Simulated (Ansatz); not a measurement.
Run report: AlRu, single-point calculation

System: AlRu (2 atoms in the cell).
Method: DFT PBE, scalar-relativistic, plane waves, PAW, no spin polarisation (Ansatz 0.2.0).

The structure derives from an entry of the Crystallography Open Database. It belongs to a series of runs on one base structure; here: all Al atoms moved +0.025 Å, as atom 1 along Cartesian [0 1 0]. Figures and captions count atoms from 1; the log counts them from 0 in places.

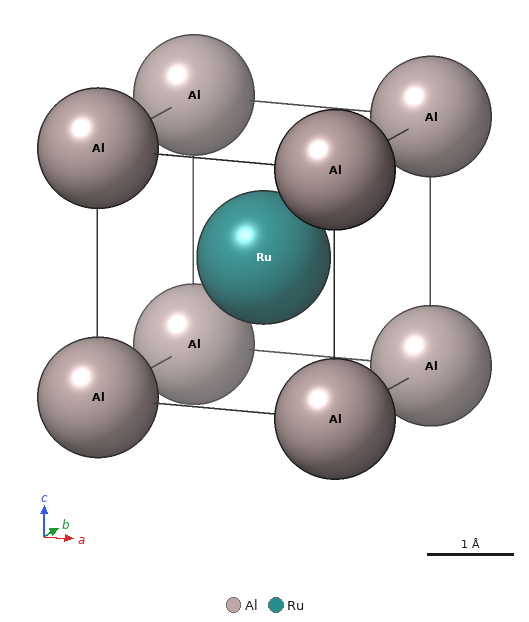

Figure 1. The input geometry (spheres-only view of the cell of the calculation, seen slightly off an axis). An atom can appear more than once, as a periodic image.

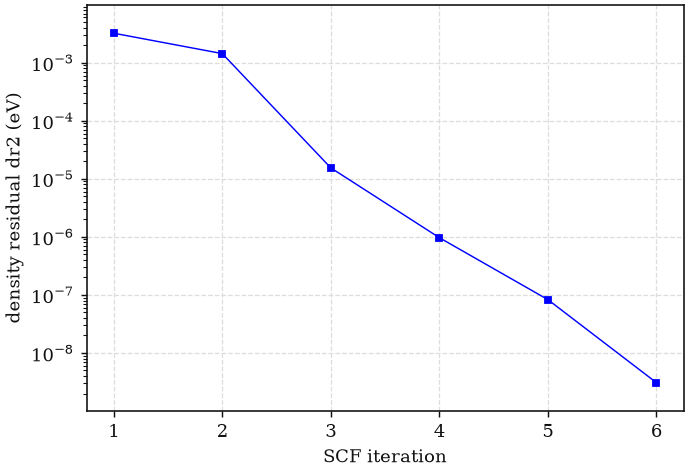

Figure 2. Convergence of the self-consistent field: density residual dr2 against the SCF iteration. The residual falls at every step.

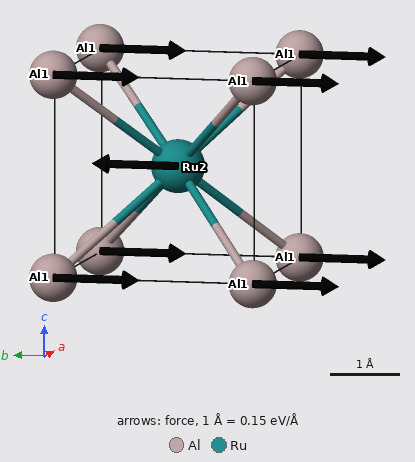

Figure 3. Forces on the atoms as black arrows (ball-and-stick view of the cell of the calculation, seen at an oblique angle; atoms are numbered from 1 in the order of the input). The largest act on Ru2 (0.19 eV/Å); Al1 (0.19 eV/Å). The geometry is not a stationary point of this energy.

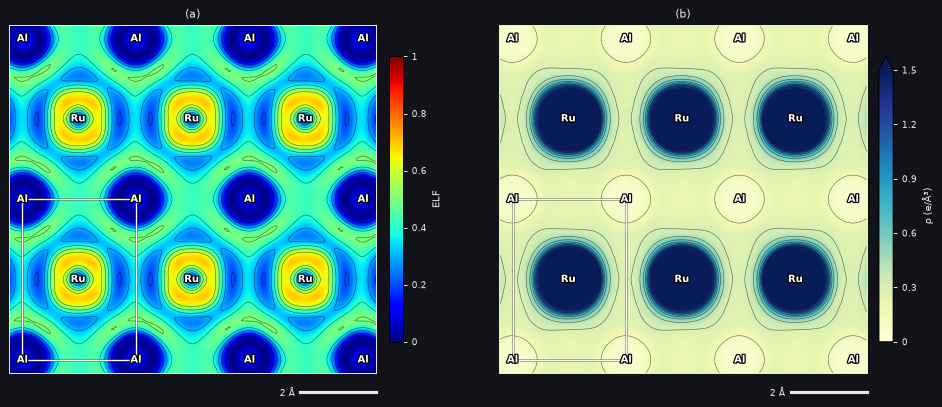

Figure 4. (a) ELF; (b) valence pseudo-density on the (110) plane of the conventional cell. Atoms in the plane: Al and Ru. Al–Ru (2.61 Å): ρ at the midpoint is about 0.35 e/Å³; the ELF is about 0.35 at the midpoint; no localised pair between them. Away from the nuclei the density in this plane falls to 0.21 e/Å³ at its lowest. The strong features right at Ru lie inside the PAW spheres (semicore, d or f shells) and say nothing about bonding. Core electrons are frozen (PAW), so the fields are smoothed inside the atomic spheres.

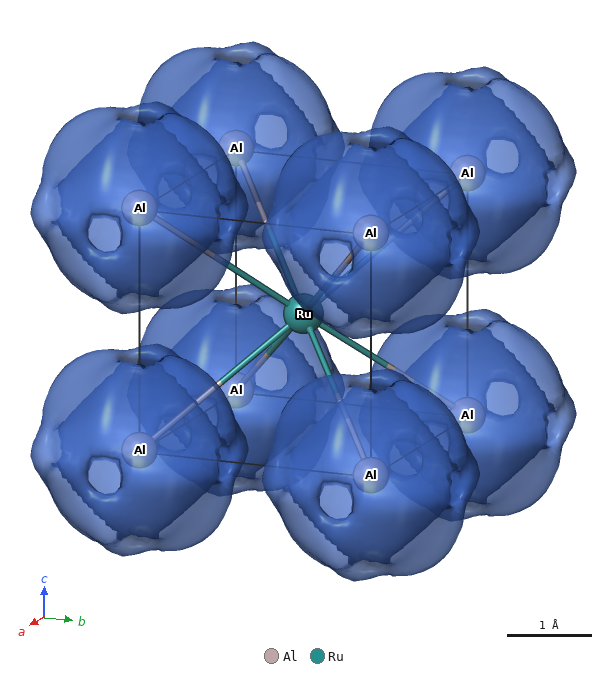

Figure 5. Isosurface of the ELF at 0.45 (blue), seen slightly off an axis. Core shells and regions of very low density are left out. Sticks mark near contacts. The outline is the cell set on symmetry axes. Along the contacts the grid gives the following. Al–Ru (2.58 Å): the ELF is about 0.40 at the midpoint (no shared electron pair).

These pictures come from the run below.

### The input
```yaml
crystal:
  lattice:
    - [2.9916, 0.0, 0.0]
    - [0.0, 2.9916, 0.0]
    - [0.0, 0.0, 2.9916]
  atoms:
    - { symbol: Al, position: [0.0, 0.0083567322, 0.0] }
    - { symbol: Ru, position: [0.5, 0.5, 0.5] }
basis:
  ecutwfc: 420
kpoints:
  mp_grid: { grid: [16, 16, 16] }
hamiltonian:
  xc: pbe
scf:
  occupations: { method: gaussian, width: 0.15 }
output:
  forces: true
  stress: true
  eigenvalues: true
  write_density: true
  write_potential: true
  elf: true
  volumetric_format: npy
```

Command:
```bash
ansatz run input.yaml --threads 1 --pin off --max-ram 2560MiB --backend cpu --events-out ev --progress --plain --runs-dir out
```

### Log
```
Engine: ansatz 0.2.0, x86_64-unknown-linux-gnu
Pseudopotentials: kind: paw
Pseudopotential: Al, paw, valence charge 3, recommended cutoff 420 eV (normal), Al.paw.azcp
Pseudopotential: Ru, paw, valence charge 16, recommended cutoff 420 eV (normal), Ru.paw.azcp
Functional definition: PBE
  parameter kappa = 0.804
  parameter beta = 0.06672455060314922
  exchange = pbe_x(kappa = kappa, mu = beta*pi^2/3)
  correlation = pbe_c(beta = beta)
Crystal: 2 atoms, lattice volume = 26.774 Å³
Basis set: ecut = 420 eV, 485 PW (Γ), exchange–correlation on 40×40×40 points (8 copies of the dense FFT grid, shifted against one another)
Bands: 14, of which v1, the nominal top of the filled ones, is band 10 counted from 1 (9 counted from 0)
Symmetry: 8 space group operations
Space group: P4mm (ITA 99), of the structure as read, at distance tolerance 3.0e-5 Å
k-points: 405 of 4096 (time reversal used)
Non-local potential: Al, projectors of the file, l = 0: 2, l = 1: 2, l = 2: 1
Non-local potential: Ru, projectors of the file, l = 0: 3, l = 1: 2, l = 2: 2, l = 3: 1
PAW form: soft (Blöchl's): semilocal exchange-correlation on the pseudo side does not see the compensation charge
PAW one-centre angular grid: Al, 110 points (default); XC on 64 Gauss nodes
PAW one-centre angular grid: Ru, 590 points (default); XC on 64 Gauss nodes
Initial density: superposition of atomic densities (neutral atoms: chi_scale 0, normalization atom), corrected by the library's trained network
Initial wavefunctions: pseudopotential atomic-orbital guess
Functional: x = pbe(κ = 0.804, μ = 0.2195149727645171), c = pbe(β = 0.06672455060314922)
SCF iter   1: F=—  HF=-6417.471430 eV  |F-HF|=—  |Δ(HF+E_count)|=         —  Δρ=3.19e-3  dr2=3.21e-3  ethr=1.77e-3  ⟨swp⟩=5.0  Hψ=27569  notcnv=0
preconditioner: auto → none  [metal: Δε(μ)=0.010 eV  Ē_g=8.860 eV  σ=0.150 eV  W_gap=0.04  n_scr=6 (ndim 8)  ℏωp=23.8 eV  f_vac=0.000  D(μ)=1.68/eV (n_scr^D=18)  sad-step TF]
SCF iter   2: F=—  HF=-6417.471099 eV  |F-HF|=—  |Δ(HF+E_count)|=   3.31e-4  Δρ=2.00e-3  dr2=1.43e-3  ethr=1.69e-5  ⟨swp⟩=2.4  Hψ=10122  notcnv=0
SCF iter   3: F=—  HF=-6417.470824 eV  |F-HF|=—  |Δ(HF+E_count)|=   2.75e-4  Δρ=2.92e-4  dr2=1.54e-5  ethr=7.53e-6  ⟨swp⟩=2.1  Hψ=7227  notcnv=0
SCF iter   4: F=—  HF=-6417.470726 eV  |F-HF|=—  |Δ(HF+E_count)|=   9.84e-5  Δρ=9.36e-5  dr2=9.67e-7  ethr=8.09e-8  ⟨swp⟩=2.1  Hψ=7513  notcnv=0
iter 5 did not close the SCF: its close was put off for the readings that it lacked (scf_convergence_deferred on its scf_iter line)
SCF iter   5: F=-6417.470726 eV  HF=-6417.470726 eV  |F-HF|=6.39e-8  |Δ(HF+E_count)|=   3.01e-9  Δρ=1.96e-5  dr2=8.29e-8  ethr=5.09e-9  ⟨swp⟩=2.5  Hψ=9259  notcnv=0
SCF iter   6: F=-6417.470726 eV  HF=-6417.470726 eV  |F-HF|=1.75e-9  |Δ(HF+E_count)|=   3.06e-8  Δρ=5.02e-6  dr2=3.08e-9  ethr=4.36e-10  ⟨swp⟩=5.6  Hψ=32308  notcnv=0
SCF 1 converged in 6 iterations: F = -6417.470726 eV  dr2 = 3.08e-9
  greatest PAW one-centre occupation: 0.998 electrons in one spin orbital (limit 2), on the Ru atom at site 1 (counted from 0), in its partial waves of l = 0
SCF converged after 6 iterations
Free energy (F): -6417.470726 eV
Harris-Foulkes:  -6417.470726 eV  (|F-HF|=1.75e-9)
Internal energy: -6417.451697 eV  (E = F + TS)
E sigma→0 (E₀):  -6417.461211 eV
Entropy (-TS):   -0.019029 eV (-9.514 meV/atom)
Fermi energy:    16.131732 eV
--- Per-component energies (eV) ---
  E_band       = -119.778683
  E_kinetic    = 543.338439
  E_local      = -1798.203432  (includes V_loc(G=0)·N_el)
  E_nonlocal   = 354.655027
  E_hartree    = 639.050702
  E_xc         = -232.262259
  E_vxc        = -270.774007  (∫ρ·V_xc dr)
  E_paw        = -3929.240010  (= ΣΔE_a)
  E_vpaw       = -226.897052  (= ΣTr[D̂ρ^β])
  E_aug_tail   = -0.000174  (compensation charges beyond the density's cutoff)
  E_ewald      = -1994.789990
  E_smearing   = -0.019029  (= −TS)
  E_closure    = -0.000000  (closes the sum)
  Σ components = -6417.470726   (vs F -6417.470726, Δ=0.00e0)
--- Forces (eV/Å), atoms counted from 1 ---
  atom   1  Al     0.00000000    -0.19447660     0.00000000
  atom   2  Ru     0.00000000     0.19452549     0.00000000
  max |Σ_I F_I| component: 4.89e-5 eV/Å
--- Stress (GPa, compression-positive) ---
        2.693080       0.000000       0.000000
        0.000000       2.643677       0.000000
        0.000000       0.000000       2.693080
  P = ⅓ Tr σ = 2.6766 GPa (26.766 kbar)
--- Band table (eV; the first three rows and the last of 405) ---
  k-point 0: bands = ["-55.6780", "-25.6297", "-25.6297", "-25.6296", "6.4562", "12.5485", "12.5490", "16.2946", "16.2953", "16.2953", "22.1998", "22.1998", "22.2006", "27.0478"]
  k-point 1: bands = ["-55.6774", "-25.6378", "-25.6290", "-25.6289", "6.5312", "12.5752", "12.5756", "16.1991", "16.2001", "16.3048", "21.8180", "22.3517", "22.3540", "26.8770"]
  k-point 2: bands = ["-55.6757", "-25.6607", "-25.6271", "-25.6270", "6.7535", "12.6395", "12.6523", "15.9475", "15.9486", "16.3314", "20.9619", "22.7735", "22.7756", "26.4172"]
  k-point 404: bands = ["-55.6319", "-25.7899", "-25.7899", "-25.7898", "11.4870", "11.4882", "11.4882", "17.7448", "17.7449", "18.6994", "20.2450", "20.2450", "20.2473", "24.6525"]
```

### Summary

```json
{"quantity": "outcome", "value": "converged"}
{"quantity": "space group (tolerance 0.01 Å)", "value": "P4mm (99)"}
{"quantity": "electrons treated", "value": "19"}
{"quantity": "free energy", "value": "−6417.4707 eV"}
{"quantity": "Fermi energy", "value": "16.132 eV"}
{"quantity": "gap on the k-point mesh", "value": "none (metallic)"}
{"quantity": "pressure", "value": "2.68 GPa"}
{"quantity": "largest force (length of the vector)", "value": "0.195 eV/Å"}
{"quantity": "hardware", "value": "1 thread of Intel Xeon (Sapphire Rapids), 32 GiB of memory available, shared host"}
{"quantity": "wall time", "value": "9.7 s"}
{"quantity": "peak memory", "value": "0.49 GiB"}
```
